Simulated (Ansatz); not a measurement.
Geometry relaxation of WSe₄ (part 1 of 2)

System: WSe₄ (slab, 5 atoms in the cell).
Method: DFT PBEsol, scalar-relativistic, plane waves, PAW, no spin polarisation (Ansatz 0.2.0).

The structure derives from a Materials Project entry. The input holds or restrains some coordinates. Forces given for the steps count only the free coordinates. It belongs to a series of runs on one base structure; here: clean slab, lower half held. Figures and captions count atoms from 1; the log counts them from 0 in places.

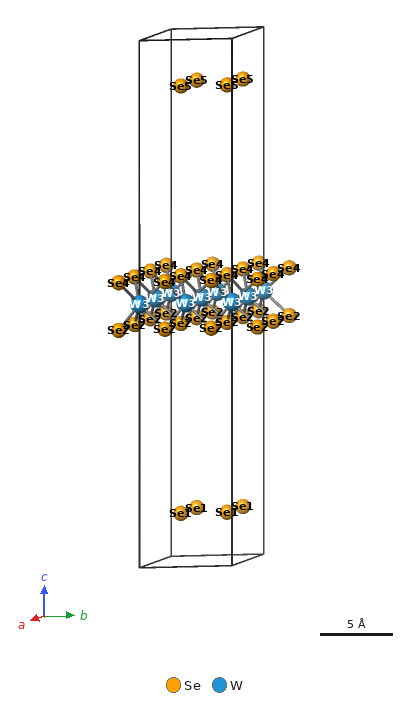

The starting structure (ball-and-stick view of the 2 × 2 repeat of the cell, with the vacuum cut short, seen slightly off an axis; bonded neighbours outside the cell are drawn too; atoms are numbered from 1 in the order of the input). An atom can appear more than once, as a periodic image.

**Input file**
```yaml
crystal:
  lattice:
    - [3.2702526784, 0.0, 0.0]
    - [-1.6351263392, 2.8321218963, 0.0]
    - [0.0, 0.0, 46.976886035]
  atoms:
    - { symbol: Se, position: [0.3333333333, 0.6666666667, 0.1809400477] }
    - { symbol: Se, position: [0.3333333333, 0.6666666667, 0.4643915509] }
    - { symbol: W, position: [0.0, 0.0, 0.5] }
    - { symbol: Se, position: [0.3333333333, 0.6666666667, 0.5356084491] }
    - { symbol: Se, position: [0.3333333333, 0.6666666667, 0.8190599523] }
basis:
  ecutwfc: 420
kpoints:
  mp_grid: { grid: [9, 9, 1] }
hamiltonian:
  xc: pbesol
scf:
  occupations: { method: gaussian, width: 0.05 }
output:
  forces: true
  eigenvalues: true
  write_density: true
  write_potential: true
  elf: true
  volumetric_format: npy
relax:
  adjacent_minimum: "off"
  f_tol: 0.03
  max_steps: 70
  constraints: [{ sites: [0, 1] }]
efield:
  axis: 3
  dipole_correction: true
  ramp_width: 0.04
```

Hardware: 2 threads of Arm Neoverse V2, 24 GiB of memory available, shared host.

Launch command:
```bash
ansatz run input.yaml --threads 2 --pin off --max-ram 5120MiB --backend cpu --events-out ev --progress --plain --runs-dir out
```

**Log**
```
Engine: ansatz 0.2.0, aarch64-unknown-linux-gnu
Pseudopotentials: kind: paw
Pseudopotential: Se, paw, valence charge 16, recommended cutoff 420 eV (normal), Se.paw.azcp
Pseudopotential: W, paw, valence charge 14, recommended cutoff 420 eV (normal), W.paw.azcp
Functional definition: PBEsol
  exchange = pbesol_x
  correlation = pbesol_c
Crystal: 5 atoms, lattice volume = 435.088 Å³
Basis set: ecut = 420 eV, 8665 PW (Γ), exchange–correlation on 48×48×640 points (8 copies of the dense FFT grid, shifted against one another)
Bands: 47, of which v1, the nominal top of the filled ones, is band 39 counted from 1 (38 counted from 0)
Symmetry: 6 space group operations
k-points: 12 of 81 (time reversal used)
Non-local potential: Se, projectors of the file, l = 0: 2, l = 1: 2, l = 2: 3, l = 3: 1
Non-local potential: W, projectors of the file, l = 0: 3, l = 1: 2, l = 2: 2, l = 3: 1
PAW form: soft (Blöchl's): semilocal exchange-correlation on the pseudo side does not see the compensation charge
PAW frozen core: Se, regenerated for the run's functional, and the local potential with it (the file was generated under x = pbe(κ = 0.804, μ = 0.2195149727645171), c = pbe(β = 0.06672455060314922))
PAW frozen core: W, regenerated for the run's functional, and the local potential with it (the file was generated under x = pbe(κ = 0.804, μ = 0.2195149727645171), c = pbe(β = 0.06672455060314922))
PAW one-centre angular grid: Se, 590 points (default); XC on 64 Gauss nodes
PAW one-centre angular grid: W, 590 points (default); XC on 64 Gauss nodes
Initial density: superposition of atomic densities (neutral atoms: chi_scale 0, normalization atom), corrected by the library's trained network
Initial wavefunctions: pseudopotential atomic-orbital guess
Functional: x = pbesol(κ = 0.804, μ = 0.12345679012345678), c = pbesol(β = 0.046)
SCF iter   1: F=—  HF=-31953.435826 eV  |F-HF|=—  |Δ(HF+E_count)|=         —  Δρ=2.09e-2  dr2=1.51e2  ethr=1.77e-3  p=-0.000 e·Å  D=-9.72e-14 V/Å  ΔV_dip=0.00 eV  dr2_dipole=1.07e-8  V_vac-E_F(+/−)=6.10/6.10 eV  ⟨swp⟩=8.6  Hψ=2120  notcnv=0  defer=7
efield: sawtooth ramp at fractional position 0.9800 (placed from the atoms, in the widest stretch of the axis that holds none; the zero of the levels goes with the place), width 0.0400; the density the first Hamiltonian is built on has a dipole p = -0.000 e·Å; the dipole correction subtracts the counter field D = -9.72e-14 V/Å, which shifts the + side's vacuum level by +0.00 eV against the − side's; the planar-averaged density in the ramp window peaks in size at 1.4e-5 e/Å³
preconditioner: auto → LDOS  [metal: Δε(μ)=0.014 eV  Ē_g=8.597 eV  σ=0.050 eV  W_gap=0.15  n_scr=30 (ndim 8)  ℏωp=9.8 eV  f_vac=0.688  D(μ)=6.49/eV (n_scr^D=24)  β→1.0]
SCF iter   2: F=—  HF=-36185.021112 eV  |F-HF|=—  |Δ(HF+E_count)|=    4.23e3  Δρ=8.87e-1  dr2=7.13e4  ethr=1.77e-3  p=0.048 e·Å  D=2.01e-2 V/Å  ΔV_dip=-0.94 eV  dr2_dipole=2.12e-2  V_vac-E_F(+/−)=160.91/161.86 eV  ⟨swp⟩=46.0  Hψ=25210  notcnv=138  defer=91  recentre
SCF iter   3: F=—  HF=-31952.662616 eV  |F-HF|=—  |Δ(HF+E_count)|=    4.23e3  Δρ=1.00e-2  dr2=1.49e0  ethr=1.77e-3  p=-0.002 e·Å  D=-7.86e-4 V/Å  ΔV_dip=0.04 eV  dr2_dipole=1.01e0  V_vac-E_F(+/−)=7.11/7.07 eV  ⟨swp⟩=13.7  Hψ=8404  notcnv=0  defer=19
SCF iter   4: F=—  HF=-31953.205507 eV  |F-HF|=—  |Δ(HF+E_count)|=   5.43e-1  Δρ=2.67e-2  dr2=1.58e2  ethr=1.77e-3  p=0.000 e·Å  D=1.59e-6 V/Å  ΔV_dip=-0.00 eV  dr2_dipole=9.99e-8  V_vac-E_F(+/−)=7.27/7.27 eV  ⟨swp⟩=3.3  Hψ=770  notcnv=0  defer=17  recentre
SCF iter   5: F=—  HF=-31952.418099 eV  |F-HF|=—  |Δ(HF+E_count)|=   7.87e-1  Δρ=4.73e-3  dr2=2.81e-1  ethr=1.77e-3  p=-0.000 e·Å  D=-1.42e-4 V/Å  ΔV_dip=0.01 eV  dr2_dipole=2.54e-1  V_vac-E_F(+/−)=6.79/6.78 eV  ⟨swp⟩=3.0  Hψ=742  notcnv=0  defer=18
SCF iter   6: F=—  HF=-31952.364403 eV  |F-HF|=—  |Δ(HF+E_count)|=   5.37e-2  Δρ=2.44e-3  dr2=8.29e-2  ethr=3.61e-4  p=0.001 e·Å  D=2.84e-4 V/Å  ΔV_dip=-0.01 eV  dr2_dipole=4.67e-2  V_vac-E_F(+/−)=6.60/6.61 eV  ⟨swp⟩=2.8  Hψ=1078  notcnv=0  defer=17
SCF iter   7: F=—  HF=-31952.387905 eV  |F-HF|=—  |Δ(HF+E_count)|=   2.35e-2  Δρ=3.20e-3  dr2=7.47e-2  ethr=1.06e-4  p=0.000 e·Å  D=1.18e-5 V/Å  ΔV_dip=-0.00 eV  dr2_dipole=3.87e-3  V_vac-E_F(+/−)=6.64/6.64 eV  ⟨swp⟩=3.4  Hψ=958  notcnv=0  defer=17
SCF iter   8: F=—  HF=-31952.392081 eV  |F-HF|=—  |Δ(HF+E_count)|=   4.18e-3  Δρ=3.00e-3  dr2=1.24e-1  ethr=9.58e-5  p=0.000 e·Å  D=4.92e-5 V/Å  ΔV_dip=-0.00 eV  dr2_dipole=3.97e-3  V_vac-E_F(+/−)=6.63/6.64 eV  ⟨swp⟩=3.8  Hψ=799  notcnv=0  defer=18
SCF iter   9: F=—  HF=-31952.567476 eV  |F-HF|=—  |Δ(HF+E_count)|=   1.75e-1  Δρ=1.10e-2  dr2=3.12e1  ethr=9.58e-5  p=0.000 e·Å  D=7.43e-5 V/Å  ΔV_dip=-0.00 eV  dr2_dipole=3.93e-4  V_vac-E_F(+/−)=6.73/6.73 eV  ⟨swp⟩=2.6  Hψ=699  notcnv=0  defer=16  recentre
SCF iter  10: F=—  HF=-31952.374516 eV  |F-HF|=—  |Δ(HF+E_count)|=   1.93e-1  Δρ=1.56e-3  dr2=7.08e-2  ethr=9.58e-5  p=0.000 e·Å  D=8.57e-5 V/Å  ΔV_dip=-0.00 eV  dr2_dipole=1.71e-2  V_vac-E_F(+/−)=6.55/6.55 eV  ⟨swp⟩=2.8  Hψ=615  notcnv=0  defer=15
SCF iter  11: F=—  HF=-31952.368481 eV  |F-HF|=—  |Δ(HF+E_count)|=   6.03e-3  Δρ=6.44e-4  dr2=3.87e-2  ethr=9.08e-5  p=0.000 e·Å  D=2.30e-5 V/Å  ΔV_dip=-0.00 eV  dr2_dipole=8.07e-4  V_vac-E_F(+/−)=6.48/6.48 eV  ⟨swp⟩=2.4  Hψ=691  notcnv=0  defer=17
SCF iter  12: F=—  HF=-31952.367552 eV  |F-HF|=—  |Δ(HF+E_count)|=   9.29e-4  Δρ=4.60e-4  dr2=3.88e-2  ethr=4.96e-5  p=-0.000 e·Å  D=-5.93e-5 V/Å  ΔV_dip=0.00 eV  dr2_dipole=6.38e-3  V_vac-E_F(+/−)=6.48/6.48 eV  ⟨swp⟩=1.5  Hψ=553  notcnv=0  defer=19
SCF iter  13: F=—  HF=-31952.369033 eV  |F-HF|=—  |Δ(HF+E_count)|=   1.48e-3  Δρ=4.53e-4  dr2=3.67e-2  ethr=4.96e-5  p=-0.000 e·Å  D=-1.47e-5 V/Å  ΔV_dip=0.00 eV  dr2_dipole=2.28e-5  V_vac-E_F(+/−)=6.48/6.48 eV  ⟨swp⟩=1.5  Hψ=553  notcnv=0  defer=18
SCF iter  14: F=—  HF=-31952.368079 eV  |F-HF|=—  |Δ(HF+E_count)|=   9.54e-4  Δρ=3.92e-4  dr2=3.54e-2  ethr=4.71e-5  p=-0.000 e·Å  D=-1.32e-5 V/Å  ΔV_dip=0.00 eV  dr2_dipole=6.86e-5  V_vac-E_F(+/−)=6.48/6.48 eV  ⟨swp⟩=1.1  Hψ=548  notcnv=0  defer=17
SCF iter  15: F=—  HF=-31952.366992 eV  |F-HF|=—  |Δ(HF+E_count)|=   1.09e-3  Δρ=3.59e-4  dr2=3.41e-2  ethr=4.53e-5  p=-0.000 e·Å  D=-4.48e-6 V/Å  ΔV_dip=0.00 eV  dr2_dipole=3.06e-5  V_vac-E_F(+/−)=6.48/6.48 eV  ⟨swp⟩=1.1  Hψ=548  notcnv=0  defer=17
SCF iter  16: F=—  HF=-31952.366295 eV  |F-HF|=—  |Δ(HF+E_count)|=   6.97e-4  Δρ=3.49e-4  dr2=3.32e-2  ethr=4.37e-5  p=-0.000 e·Å  D=-4.20e-6 V/Å  ΔV_dip=0.00 eV  dr2_dipole=1.80e-5  V_vac-E_F(+/−)=6.48/6.48 eV  ⟨swp⟩=1.2  Hψ=569  notcnv=0  defer=17
SCF iter  17: F=—  HF=-31952.365146 eV  |F-HF|=—  |Δ(HF+E_count)|=   1.15e-3  Δρ=3.35e-4  dr2=3.04e-2  ethr=4.26e-5  p=-0.000 e·Å  D=-1.82e-6 V/Å  ΔV_dip=0.00 eV  dr2_dipole=1.58e-4  V_vac-E_F(+/−)=6.48/6.48 eV  ⟨swp⟩=1.2  Hψ=625  notcnv=0  defer=17
SCF iter  18: F=—  HF=-31952.361462 eV  |F-HF|=—  |Δ(HF+E_count)|=   3.68e-3  Δρ=3.58e-4  dr2=2.53e-2  ethr=3.89e-5  p=-0.000 e·Å  D=-3.11e-5 V/Å  ΔV_dip=0.00 eV  dr2_dipole=3.06e-6  V_vac-E_F(+/−)=6.48/6.48 eV  ⟨swp⟩=1.1  Hψ=566  notcnv=0  defer=17
SCF iter  19: F=—  HF=-31952.356106 eV  |F-HF|=—  |Δ(HF+E_count)|=   5.36e-3  Δρ=3.98e-4  dr2=1.91e-2  ethr=3.24e-5  p=-0.000 e·Å  D=-5.94e-5 V/Å  ΔV_dip=0.00 eV  dr2_dipole=3.03e-5  V_vac-E_F(+/−)=6.48/6.48 eV  ⟨swp⟩=1.7  Hψ=631  notcnv=0  defer=17
SCF iter  20: F=—  HF=-31952.349054 eV  |F-HF|=—  |Δ(HF+E_count)|=   7.05e-3  Δρ=4.39e-4  dr2=1.03e-2  ethr=2.44e-5  p=-0.000 e·Å  D=-9.00e-5 V/Å  ΔV_dip=0.00 eV  dr2_dipole=1.55e-4  V_vac-E_F(+/−)=6.48/6.48 eV  ⟨swp⟩=2.5  Hψ=629  notcnv=0  defer=18
SCF iter  21: F=—  HF=-31952.617550 eV  |F-HF|=—  |Δ(HF+E_count)|=   2.68e-1  Δρ=1.25e-2  dr2=4.85e1  ethr=1.31e-5  p=-0.000 e·Å  D=-5.60e-5 V/Å  ΔV_dip=0.00 eV  dr2_dipole=7.48e-5  V_vac-E_F(+/−)=6.33/6.33 eV  ⟨swp⟩=3.2  Hψ=735  notcnv=0  defer=19  recentre
SCF iter  22: F=—  HF=-31952.367170 eV  |F-HF|=—  |Δ(HF+E_count)|=   2.50e-1  Δρ=3.60e-4  dr2=3.48e-2  ethr=1.31e-5  p=0.000 e·Å  D=2.91e-6 V/Å  ΔV_dip=-0.00 eV  dr2_dipole=8.11e-6  V_vac-E_F(+/−)=6.48/6.48 eV  ⟨swp⟩=3.2  Hψ=895  notcnv=0  defer=19
SCF iter  23: F=—  HF=-31952.365303 eV  |F-HF|=—  |Δ(HF+E_count)|=   1.87e-3  Δρ=3.31e-4  dr2=3.25e-2  ethr=1.31e-5  p=0.000 e·Å  D=8.30e-6 V/Å  ΔV_dip=-0.00 eV  dr2_dipole=5.49e-6  V_vac-E_F(+/−)=6.48/6.48 eV  ⟨swp⟩=1.4  Hψ=673  notcnv=0  defer=18
SCF iter  24: F=—  HF=-31952.364262 eV  |F-HF|=—  |Δ(HF+E_count)|=   1.04e-3  Δρ=3.16e-4  dr2=3.10e-2  ethr=1.31e-5  p=0.000 e·Å  D=4.77e-6 V/Å  ΔV_dip=-0.00 eV  dr2_dipole=9.60e-8  V_vac-E_F(+/−)=6.48/6.48 eV  ⟨swp⟩=1.0  Hψ=546  notcnv=0  defer=18
SCF iter  25: F=—  HF=-31952.363101 eV  |F-HF|=—  |Δ(HF+E_count)|=   1.16e-3  Δρ=3.04e-4  dr2=2.95e-2  ethr=1.31e-5  p=0.000 e·Å  D=2.58e-6 V/Å  ΔV_dip=-0.00 eV  dr2_dipole=5.16e-7  V_vac-E_F(+/−)=6.48/6.48 eV  ⟨swp⟩=1.0  Hψ=546  notcnv=0  defer=18
SCF iter  26: F=—  HF=-31952.362186 eV  |F-HF|=—  |Δ(HF+E_count)|=   9.15e-4  Δρ=2.98e-4  dr2=2.84e-2  ethr=1.31e-5  p=0.000 e·Å  D=6.74e-7 V/Å  ΔV_dip=-0.00 eV  dr2_dipole=4.12e-6  V_vac-E_F(+/−)=6.48/6.48 eV  ⟨swp⟩=1.0  Hψ=546  notcnv=0  defer=18
SCF iter  27: F=—  HF=-31952.361981 eV  |F-HF|=—  |Δ(HF+E_count)|=   2.05e-4  Δρ=2.95e-4  dr2=2.82e-2  ethr=1.31e-5  p=0.000 e·Å  D=1.20e-6 V/Å  ΔV_dip=-0.00 eV  dr2_dipole=4.78e-6  V_vac-E_F(+/−)=6.48/6.48 eV  ⟨swp⟩=1.0  Hψ=546  notcnv=0  defer=18
SCF iter  28: F=—  HF=-31952.363568 eV  |F-HF|=—  |Δ(HF+E_count)|=   1.59e-3  Δρ=3.10e-4  dr2=3.02e-2  ethr=1.31e-5  p=0.000 e·Å  D=1.59e-6 V/Å  ΔV_dip=-0.00 eV  dr2_dipole=8.64e-7  V_vac-E_F(+/−)=6.48/6.48 eV  ⟨swp⟩=1.2  Hψ=548  notcnv=0  defer=18
SCF iter  29: F=—  HF=-31952.362907 eV  |F-HF|=—  |Δ(HF+E_count)|=   6.61e-4  Δρ=3.04e-4  dr2=2.89e-2  ethr=1.31e-5  p=0.000 e·Å  D=6.34e-7 V/Å  ΔV_dip=-0.00 eV  dr2_dipole=1.16e-8  V_vac-E_F(+/−)=6.48/6.48 eV  ⟨swp⟩=1.2  Hψ=653  notcnv=0  defer=18
SCF iter  30: F=—  HF=-31952.361655 eV  |F-HF|=—  |Δ(HF+E_count)|=   1.25e-3  Δρ=2.92e-4  dr2=2.68e-2  ethr=1.31e-5  p=0.000 e·Å  D=2.91e-6 V/Å  ΔV_dip=-0.00 eV  dr2_dipole=2.67e-6  V_vac-E_F(+/−)=6.48/6.48 eV  ⟨swp⟩=1.0  Hψ=546  notcnv=0  defer=18
SCF iter  31: F=—  HF=-31952.355776 eV  |F-HF|=—  |Δ(HF+E_count)|=   5.88e-3  Δρ=3.16e-4  dr2=1.95e-2  ethr=1.31e-5  p=0.000 e·Å  D=1.48e-6 V/Å  ΔV_dip=-0.00 eV  dr2_dipole=2.69e-5  V_vac-E_F(+/−)=6.48/6.48 eV  ⟨swp⟩=1.5  Hψ=566  notcnv=0  defer=19
SCF iter  32: F=—  HF=-31952.348251 eV  |F-HF|=—  |Δ(HF+E_count)|=   7.53e-3  Δρ=4.44e-4  dr2=1.15e-2  ethr=1.31e-5  p=-0.000 e·Å  D=-3.43e-5 V/Å  ΔV_dip=0.00 eV  dr2_dipole=7.07e-4  V_vac-E_F(+/−)=6.48/6.48 eV  ⟨swp⟩=2.4  Hψ=715  notcnv=0  defer=19
SCF iter  33: F=—  HF=-31952.351766 eV  |F-HF|=—  |Δ(HF+E_count)|=   3.51e-3  Δρ=2.56e-4  dr2=1.55e-2  ethr=1.31e-5  p=-0.000 e·Å  D=-2.16e-5 V/Å  ΔV_dip=0.00 eV  dr2_dipole=2.88e-4  V_vac-E_F(+/−)=6.48/6.48 eV  ⟨swp⟩=1.9  Hψ=588  notcnv=0  defer=18
SCF iter  34: F=—  HF=-31952.357241 eV  |F-HF|=—  |Δ(HF+E_count)|=   5.48e-3  Δρ=3.01e-4  dr2=2.30e-2  ethr=1.31e-5  p=-0.000 e·Å  D=-8.92e-6 V/Å  ΔV_dip=0.00 eV  dr2_dipole=1.34e-4  V_vac-E_F(+/−)=6.48/6.48 eV  ⟨swp⟩=1.8  Hψ=654  notcnv=0  defer=19
SCF iter  35: F=—  HF=-31952.366538 eV  |F-HF|=—  |Δ(HF+E_count)|=   9.30e-3  Δρ=3.92e-4  dr2=3.50e-2  ethr=1.31e-5  p=-0.000 e·Å  D=-8.63e-7 V/Å  ΔV_dip=0.00 eV  dr2_dipole=8.14e-5  V_vac-E_F(+/−)=6.48/6.48 eV  ⟨swp⟩=1.8  Hψ=603  notcnv=0  defer=18
SCF iter  36: F=—  HF=-31952.356319 eV  |F-HF|=—  |Δ(HF+E_count)|=   1.02e-2  Δρ=3.15e-4  dr2=2.22e-2  ethr=1.31e-5  p=-0.000 e·Å  D=-7.51e-6 V/Å  ΔV_dip=0.00 eV  dr2_dipole=1.05e-4  V_vac-E_F(+/−)=6.48/6.48 eV  ⟨swp⟩=2.2  Hψ=684  notcnv=0  defer=17
SCF iter  37: F=—  HF=-31952.353761 eV  |F-HF|=—  |Δ(HF+E_count)|=   2.56e-3  Δρ=3.01e-4  dr2=1.90e-2  ethr=1.31e-5  p=-0.000 e·Å  D=-5.87e-6 V/Å  ΔV_dip=0.00 eV  dr2_dipole=1.83e-7  V_vac-E_F(+/−)=6.48/6.48 eV  ⟨swp⟩=1.4  Hψ=571  notcnv=0  defer=18
SCF iter  38: F=—  HF=-31952.350535 eV  |F-HF|=—  |Δ(HF+E_count)|=   3.23e-3  Δρ=2.28e-4  dr2=1.42e-2  ethr=1.28e-6  p=-0.000 e·Å  D=-6.18e-6 V/Å  ΔV_dip=0.00 eV  dr2_dipole=3.87e-5  V_vac-E_F(+/−)=6.47/6.47 eV  ⟨swp⟩=22.2  Hψ=3773  notcnv=0
Mixer restart at iter 38: flushing history
iteration 38: the SCF's residuals had fallen too slowly under its mixing. It goes on by minimising its free energy, and can end on another state than longer mixing would; under `scf.algorithm: density_mixing` no SCF does so, but by `scf.convergence.dm_fallback`
SCF iter  39: F=—  HF=-31952.348177 eV  |F-HF|=—  |Δ(HF+E_count)|=   2.36e-3  Δρ=6.78e-4  dr2=1.11e-1  ethr=1.28e-6  p=0.001 e·Å  D=2.83e-4 V/Å  ΔV_dip=-0.01 eV  dr2_dipole=2.10e-1  V_vac-E_F(+/−)=6.46/6.48 eV  ⟨swp⟩=7.4  Hψ=3375  notcnv=0
SCF iter  40: F=—  HF=-31952.347915 eV  |F-HF|=—  |Δ(HF+E_count)|=   2.62e-4  Δρ=8.79e-5  dr2=1.73e-3  ethr=1.28e-6  p=0.000 e·Å  D=7.57e-6 V/Å  ΔV_dip=-0.00 eV  dr2_dipole=1.02e-4  V_vac-E_F(+/−)=6.47/6.47 eV  ⟨swp⟩=4.5  Hψ=2248  notcnv=0
SCF iter  41: F=—  HF=-31952.347886 eV  |F-HF|=—  |Δ(HF+E_count)|=   2.91e-5  Δρ=2.36e-5  dr2=2.14e-5  ethr=2.88e-8  p=-0.000 e·Å  D=-4.61e-6 V/Å  ΔV_dip=0.00 eV  dr2_dipole=5.78e-7  V_vac-E_F(+/−)=6.48/6.47 eV  ⟨swp⟩=14.7  Hψ=4651  notcnv=0
SCF iter  42: F=—  HF=-31952.347884 eV  |F-HF|=—  |Δ(HF+E_count)|=   1.81e-6  Δρ=1.02e-5  dr2=2.09e-5  ethr=2.74e-8  p=-0.000 e·Å  D=-1.50e-6 V/Å  ΔV_dip=0.00 eV  dr2_dipole=3.78e-5  V_vac-E_F(+/−)=6.47/6.47 eV  ⟨swp⟩=11.8  Hψ=4049  notcnv=0
SCF iter  43: F=—  HF=-31952.347884 eV  |F-HF|=—  |Δ(HF+E_count)|=   1.24e-7  Δρ=6.83e-6  dr2=1.19e-5  ethr=2.68e-8  p=0.000 e·Å  D=2.74e-6 V/Å  ΔV_dip=-0.00 eV  dr2_dipole=2.26e-5  V_vac-E_F(+/−)=6.47/6.47 eV  ⟨swp⟩=9.5  Hψ=3680  notcnv=0
```
